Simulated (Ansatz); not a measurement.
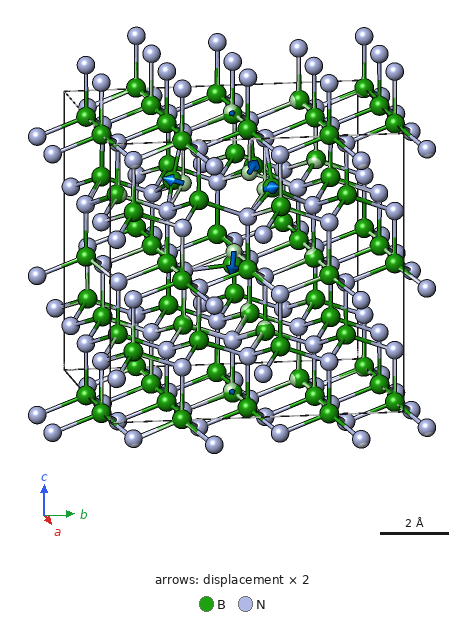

This is a relaxation of a defect cell of composition B₄₈N₄₇ (cell charge +3). The starting structure is drawn faded, the final one solid; blue arrows show the displacements, magnified 2 times.

Style: ball-and-stick. Shown: the cell of the calculation (origin shifted), slightly off an axis.

All numbers below come from Ansatz, DFT, PBEsol, PAW, plane waves. Set-up: plane-wave cutoff 420 eV; k-point mesh 1 × 1 × 1; mesh shifted by (0.25, 0.25, 0.25); no spin polarisation; atoms relaxed in a fixed cell; force threshold 0.03 eV/Å; at most 80 steps.

**Atoms of which element are displaced furthest, and by how much?**

Boron: up to 0.40 Å, against 0.06 Å for nitrogen.

**Describe the change and its energy.**

The largest move is that of a B atom, 0.40 Å roughly along −c. Largest moves by element: B 0.40 Å, N 0.06 Å. The lattice vectors keep their values. Near-neighbour distances that change, for instance: B–N 1.613 → 1.473 Å, B–N 1.585 → 1.459 Å, B–N 1.563 → 1.458 Å, B–N 1.549 → 1.629 Å. Bond angles that change, for instance: B–N–B 109.8° → 94.7°, B–N–B 110.2° → 95.9°, B–N–B 109.1° → 95.8°. Over 8 geometry steps the energy falls by 4.147 eV per cell of the calculation. Largest force component: 2.1 eV/Å at the start, 0.0052 eV/Å at the end.

Limits of the set-up: the periodic images lie only 7.6 Å apart, so the values are limited by the cell's size; the cell is charged, on a uniform background, and energies carry no finite-size correction.
